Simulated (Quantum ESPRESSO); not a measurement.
**AlN: phonon calculation (part 2 of 2)**

AlN (4 atoms in the cell); Kohn-Sham DFT of a periodic cell, LDA, PseudoDojo 0.4.1 SR LDA standard, no spin polarisation (Quantum ESPRESSO 7.5); cutoff 1142.88 eV, 6×6×4 k-mesh, fermi-dirac of 0.05 eV. The structure derives from an entry of the Crystallography Open Database.

Geometry of the input (Å; fractional positions):
```
3.1130  0.0000  0.0000
-1.5565  2.6959  0.0000
0.0000  0.0000  4.9810
Al 0.6667  0.3333  0.5000
Al 0.3333  0.6667  0.0000
N  0.6667  0.3333  0.8800
N  0.3333  0.6667  0.3800
```

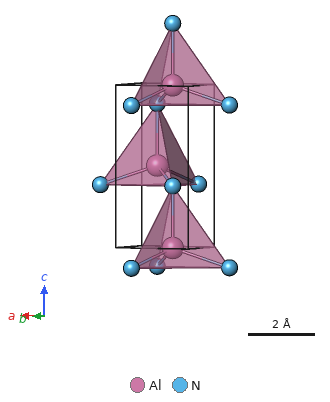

The structure as given in the input (polyhedral view of the cell of the calculation, seen at an oblique angle; polyhedra are completed across the faces of the cell).

## Log, continued
```
    -7.7817  -5.8897   1.3659   4.5723   5.1917   5.5922   6.4922   6.5258
    12.3991  14.4382  15.7552  16.4536  18.6170  18.6907

          k = 0.0000 0.1925 0.2344 (  3681 PWs)   bands (ev):

    -7.3347  -6.5763   2.5376   4.0297   5.1309   5.8337   5.8863   6.2047
    13.1435  14.1708  15.6400  16.3458  18.1313  18.6273

          k = 0.0000 0.3849 0.0781 (  3669 PWs)   bands (ev):

    -6.8729  -5.4998   1.9478   2.7819   3.4262   5.0041   5.9748   6.2105
    12.7101  13.3634  15.0320  16.8845  18.1073  18.1851

          k = 0.0000 0.3849 0.2344 (  3671 PWs)   bands (ev):

    -6.5155  -5.9513   1.8270   2.3867   4.5193   5.3140   5.7702   5.8082
    12.3332  13.0610  15.7976  16.6673  17.9551  18.6608

          k = 0.0000-0.5774 0.0781 (  3654 PWs)   bands (ev):

    -6.1347  -5.4664   1.2369   2.4014   3.6667   4.7582   5.2202   6.0623
    12.2175  12.5355  15.3428  16.6391  17.7526  18.8764

          k = 0.0000-0.5774 0.2344 (  3674 PWs)   bands (ev):

    -5.9212  -5.6392   1.0370   1.4854   4.8716   5.0890   5.6218   5.7124
    11.7061  12.4418  15.6953  16.4072  17.9972  18.8231

          k = 0.1667 0.2887 0.0781 (  3675 PWs)   bands (ev):

    -7.1454  -5.5830   1.9967   3.3938   3.5937   5.0096   5.8543   6.2536
    13.4931  14.0999  15.3511  15.8408  17.7227  18.3229

          k = 0.1667 0.2887 0.2344 (  3670 PWs)   bands (ev):

    -6.7542  -6.1180   2.2998   2.9346   4.6628   4.8874   5.4771   6.0095
    13.2900  13.7012  15.9516  16.1092  17.8363  18.2662

          k = 0.1667 0.4811 0.0781 (  3665 PWs)   bands (ev):

    -6.2114  -5.4051   1.7389   2.6058   3.5518   4.0684   5.2008   5.5235
    12.4876  13.8913  15.4092  16.5822  17.5168  18.5428

          k = 0.1667 0.4811 0.2344 (  3660 PWs)   bands (ev):

    -5.9692  -5.6312   1.5212   1.8812   3.8738   4.5191   5.2953   6.0118
    12.6479  13.4192  15.6406  16.3045  17.5378  18.1462

          k = 0.3333 0.5774 0.0781 (  3657 PWs)   bands (ev):

    -5.6046  -5.6046   2.0249   2.7480   2.7480   4.2151   4.7217   4.7217
    11.9723  15.0255  16.0508  16.0508  18.2588  18.2588

          k = 0.3333 0.5774 0.2344 (  3660 PWs)   bands (ev):

    -5.5688  -5.5688   2.0404   2.0404   2.5219   3.3901   5.8080   5.8080
    13.3790  14.6359  14.7922  14.7922  18.4804  18.4804

     the Fermi energy is     9.0946 ev

!    total energy              =     -51.37324270 Ry
     estimated scf accuracy    <          7.4E-12 Ry
     smearing contrib. (-TS)   =       0.00000000 Ry
     internal energy E=F+TS    =     -51.37324270 Ry

     The total energy is F=E-TS. E is the sum of the following terms:
     one-electron contribution =      -2.13670106 Ry
     hartree contribution      =      11.23510402 Ry
     xc contribution           =     -16.98519739 Ry
     ewald contribution        =     -43.48644828 Ry

     convergence has been achieved in  11 iterations

     Forces acting on atoms (cartesian axes, Ry/au):

     atom    1 type  1   force =     0.00000000    0.00000000   -0.00449012
     atom    2 type  1   force =    -0.00000000   -0.00000000   -0.00449012
     atom    3 type  2   force =     0.00000000   -0.00000000    0.00449012
     atom    4 type  2   force =     0.00000000    0.00000000    0.00449012

     Total force =     0.008980     Total SCF correction =     0.000000

     Computing stress (Cartesian axis) and pressure

          total   stress  (Ry/bohr**3)                   (kbar)     P=      -58.51
  -0.00043747   0.00000000   0.00000000          -64.35        0.00        0.00
   0.00000000  -0.00043747   0.00000000            0.00      -64.35        0.00
   0.00000000   0.00000000  -0.00031820            0.00        0.00      -46.81

=------------------------------------------------------------------------------=
   JOB DONE.
=------------------------------------------------------------------------------=
```

## File dynmat.out
```
This program is part of the open-source Quantum ESPRESSO suite
     for quantum simulation of materials; please cite
         "P. Giannozzi et al., J. Phys.:Condens. Matter 21 395502 (2009);
         "P. Giannozzi et al., J. Phys.:Condens. Matter 29 465901 (2017);
         "P. Giannozzi et al., J. Chem. Phys. 152 154105 (2020);
          URL
     in publications or presentations arising from this work. More details at

     Reading Dynamical Matrix from file dyn
     ...Force constants read
     ...epsilon and Z* read
     Acoustic Sum Rule: || Z*(ASR) - Z*(orig)|| =    2.547426E-02
     Acoustic Sum Rule: ||dyn(ASR) - dyn(orig)||=    2.351816E-05
     A direction for q was not specified:TO-LO splitting will be absent

     Polarizability (A^3 units)
     multiply by 0.464960 for Clausius-Mossotti correction
        10.966749   -0.000000    0.000000
        -0.000000   10.966749   -0.000000
         0.000000   -0.000000   11.515295

     IR activities are in (D/A)^2/amu units

# mode   [cm-1]    [THz]      IR
    1     -0.00   -0.0000    0.0000
    2      0.00    0.0000    0.0000
    3      0.00    0.0000    0.0000
    4    241.57    7.2421    0.0000
    5    241.57    7.2421    0.0000
    6    554.72   16.6301    0.0000
    7    625.10   18.7399   35.6948
    8    672.73   20.1680    0.0000
    9    672.73   20.1680    0.0000
   10    683.59   20.4934   31.6283
   11    683.59   20.4934   31.6283
   12    735.73   22.0566    0.0000

Electronic dielectric permittivity tensor (relative, adimensional)
         4.395559   -0.000000    0.000000
        -0.000000    4.395559   -0.000000
         0.000000   -0.000000    4.565402

 ... with zone-center polar mode contributions
         7.952404   -0.000000    0.000000
        -0.000000    7.952404    0.000000
         0.000000    0.000000    9.365911

=------------------------------------------------------------------------------=
   JOB DONE.
=------------------------------------------------------------------------------=
```

## File dynmat_lo.out
```
This program is part of the open-source Quantum ESPRESSO suite
     for quantum simulation of materials; please cite
         "P. Giannozzi et al., J. Phys.:Condens. Matter 21 395502 (2009);
         "P. Giannozzi et al., J. Phys.:Condens. Matter 29 465901 (2017);
         "P. Giannozzi et al., J. Chem. Phys. 152 154105 (2020);
          URL
     in publications or presentations arising from this work. More details at

     Reading Dynamical Matrix from file dyn
     ...Force constants read
     ...epsilon and Z* read
     Acoustic Sum Rule: || Z*(ASR) - Z*(orig)|| =    2.547426E-02
     Acoustic Sum Rule: ||dyn(ASR) - dyn(orig)||=    2.351816E-05

     Polarizability (A^3 units)
     multiply by 0.464960 for Clausius-Mossotti correction
        10.966749   -0.000000    0.000000
        -0.000000   10.966749   -0.000000
         0.000000   -0.000000   11.515295

     IR activities are in (D/A)^2/amu units

# mode   [cm-1]    [THz]      IR
    1     -0.00   -0.0000    0.0000
    2      0.00    0.0000    0.0000
    3      0.00    0.0000    0.0000
    4    241.57    7.2421    0.0000
    5    241.57    7.2421    0.0000
    6    554.72   16.6301    0.0000
    7    672.73   20.1680    0.0000
    8    672.73   20.1680    0.0000
    9    683.59   20.4934   31.6283
   10    683.59   20.4934   31.6283
   11    735.73   22.0566    0.0000
   12    895.33   26.8413   35.6948

=------------------------------------------------------------------------------=
   JOB DONE.
=------------------------------------------------------------------------------=
```

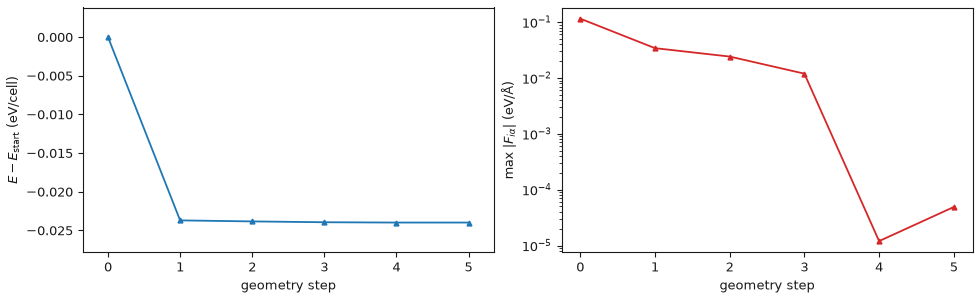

Progress of the relaxation, step by step (steps are counted from 0).

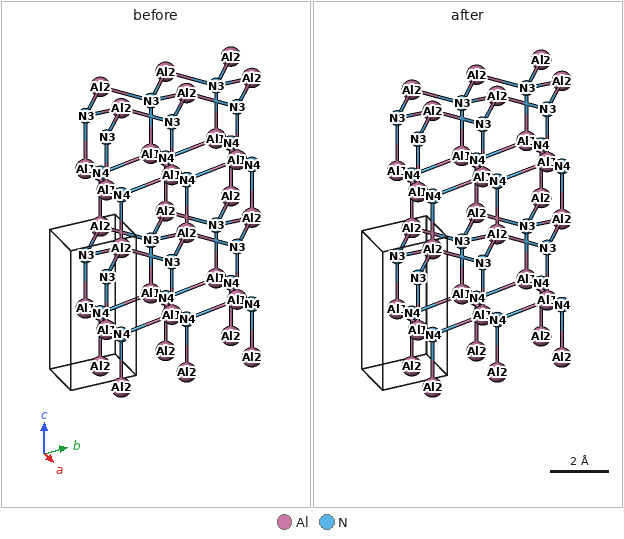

Before (left) and after (right) the relaxation, at one scale (ball-and-stick view of the cell of the calculation, repeated 2 × 3 × 2, seen slightly off an axis). After 5 geometry steps the energy has fallen by 24.0 meV per cell of the calculation. Largest force component: 0.12 eV/Å at the start, under 0.0001 eV/Å at the end. The largest moves relative to the cell, 0.005 Å, are those of Al1, Al2, N3 and N4. Largest moves by element: Al 0.005 Å, N 0.005 Å. Cell: a = b 3.113 → 3.082 Å (−1.0 %), c 4.981 → 4.933 Å (−1.0 %). Volume −2.9 %. Among the contacts that change: Al1–N4 1.894 → 1.872 Å, Al1–N3 1.893 → 1.884 Å. The space group stays P6_3mc (No. 186). (Atoms are counted from 1 in the order of the input.)

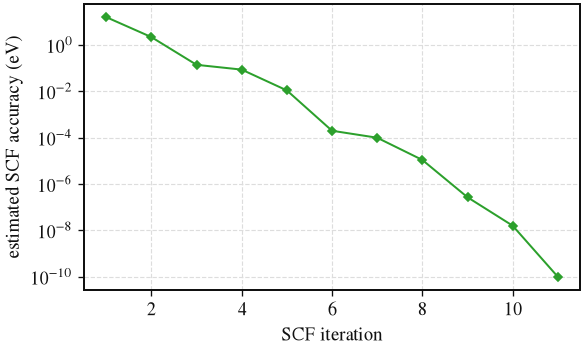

Convergence of the self-consistent field: estimated SCF accuracy against the iteration. The field takes 11 iterations in all.
